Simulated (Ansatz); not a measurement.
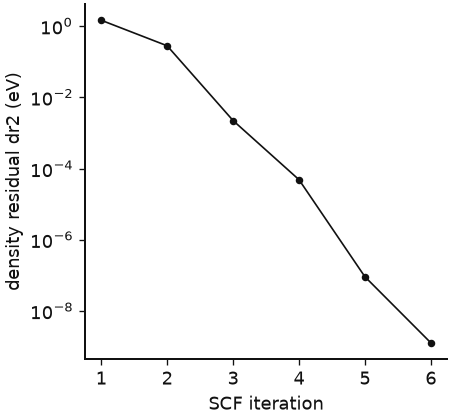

The plot shows the SCF iterations of a calculation: density residual dr2. The starting density is a sum of atomic densities corrected by a trained network.

Si (1 atom in the cell), run with Ansatz.

```
crystal:
  lattice:
    - [2.6205428149, 0.0, 0.0]
    - [-1.3102714075, 2.2694566494, 0.0]
    - [0.0, 0.0, 2.46635439]
  atoms:
    - { symbol: Si, position: [0.0, 0.0, 0.0] }
basis:
  ecutwfc: 420
kpoints:
  mp_grid: { grid: [1, 1, 1] }
hamiltonian:
  xc: pbe
scf:
  occupations: { method: gaussian, width: 0.15 }
  max_iter: 80
output:
  forces: true
  eigenvalues: true
  stress: true
```

Command:
```bash
ansatz run input.yaml --threads 1 --pin off --max-ram 2560MiB --backend cpu --events-out ev --progress --plain --runs-dir out
```

> Was self-consistency reached?

The run converged; it took 6 iterations. The residual falls at every step.

> Is anything amiss with this input?

The input holds a fault (one k-point for a small cell). The SCF closed all the same, which doesn't make the results meaningful for the real system.
